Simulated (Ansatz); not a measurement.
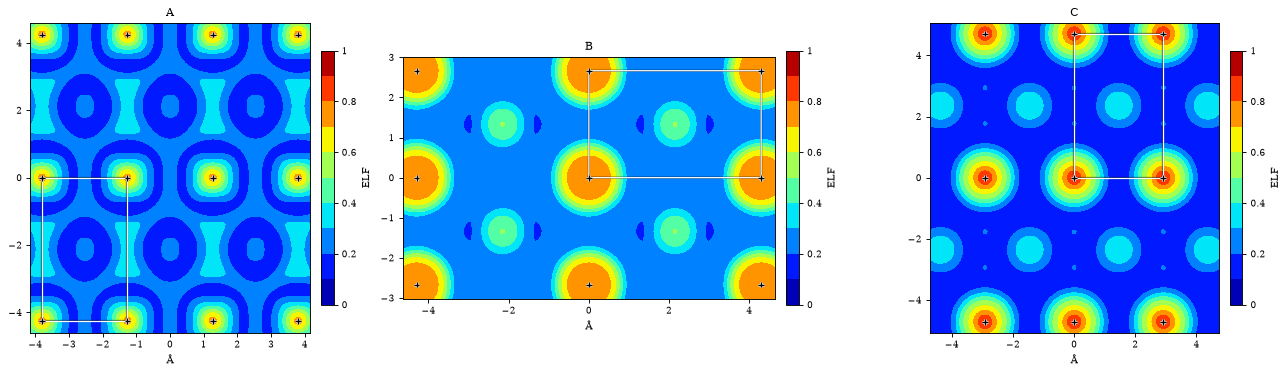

The electron localisation function of 3 systems, each on a plane through atoms (crosses mark nuclei in the plane).

The calculation used Ansatz 0.2.0, DFT, r2SCAN, plane waves (500 eV) with PAW, scalar-relativistic.

System 1: Ni, the (100) plane of the conventional cell. Space group P6₃/mmc; set up as Ni, hcp; a generated structure, not necessarily the stable one; changed on purpose from its base cell (volume × 1.12); computed pressure about −18 GPa in this cell; spin-polarised.

```
CELL_PARAMETERS angstrom
2.53316 0.00000 0.00000
-1.26658 2.19378 0.00000
0.00000 0.00000 4.24680
ATOMIC_POSITIONS crystal
Ni 0.33333 0.66667 0.25000
Ni 0.66667 0.33333 0.75000
```

System 2: Rh, the (11̄0) plane of the conventional cell. Space group P6₃/mmc; set up as Rh, beta-Sn type; a generated structure, not necessarily the stable one; changed on purpose from its base cell (volume × 0.96); computed pressure about 13 GPa in this cell; computed without spin polarisation.

```
Rh
1.0
    -1.47352    1.79322    1.31430
     1.79322   -1.47352    1.31430
     2.99400    2.99400   -0.72877
Rh
2
Direct
  0.66666 0.33334 0.75000
  0.33333 0.66667 0.25000
```

System 3: Ag, the (010) plane of the conventional cell. Space group P6₃/mmc; set up as Ag, hcp; a generated structure, not necessarily the stable one.

```
Ag
1.0
     2.91523    0.00000    0.00000
    -1.45762    2.52466    0.00000
     0.00000    0.00000    4.71455
Ag
2
Direct
  0.33333 0.66667 0.25000
  0.66667 0.33333 0.75000
```

Which map belongs to which system?

Answer. Panel A is system 1, Ni: the plane holds Ni. Ni–Ni (2.53 Å): the ELF is about 0.25 at the midpoint: no localised pair shows between them. Panel B is system 2, Rh: the plane holds Rh. Rh–Rh (2.67 Å): the ELF is about 0.25 at the midpoint: no shared electron pair shows on this line. Panel C is system 3, Ag: the plane holds Ag. Ag–Ag (2.92 Å): the ELF is about 0.15 at the midpoint: no shared electron pair shows on this line.
